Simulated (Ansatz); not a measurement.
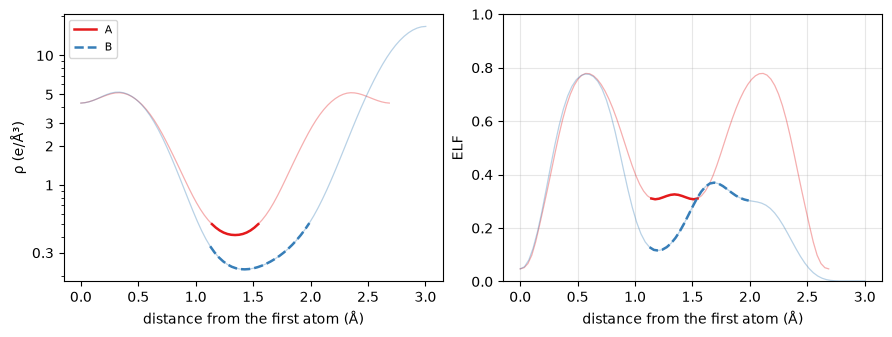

Figure 1: Nb$_{3}$Sn. Valence charge density (pseudo) and ELF along straight lines between neighbouring atoms. Thin, pale parts lie inside the atomic spheres.

Space group Pm-3n; changed on purpose from its base cell (volume × 1.03); computed pressure about −5 GPa in this cell.

All numbers below come from DFT PBE, scalar-relativistic, plane waves, PAW in Ansatz.

The density is the valence pseudo-density of a PAW calculation; it isn't the true density close to the nuclei.

Q: Which curve belongs to which contact (Nb–Nb and Nb–Sn)? The first atom named is at distance zero.

A: Curve A: Nb–Nb (2.69 Å): ρ at the midpoint is about 0.41 e/Å³; the ELF is about 0.35 at the midpoint. Curve B: Nb–Sn (3.00 Å): the density is about 0.23 e/Å³ at the midpoint; the ELF is about 0.30 at the midpoint (no localised pair shows between them).
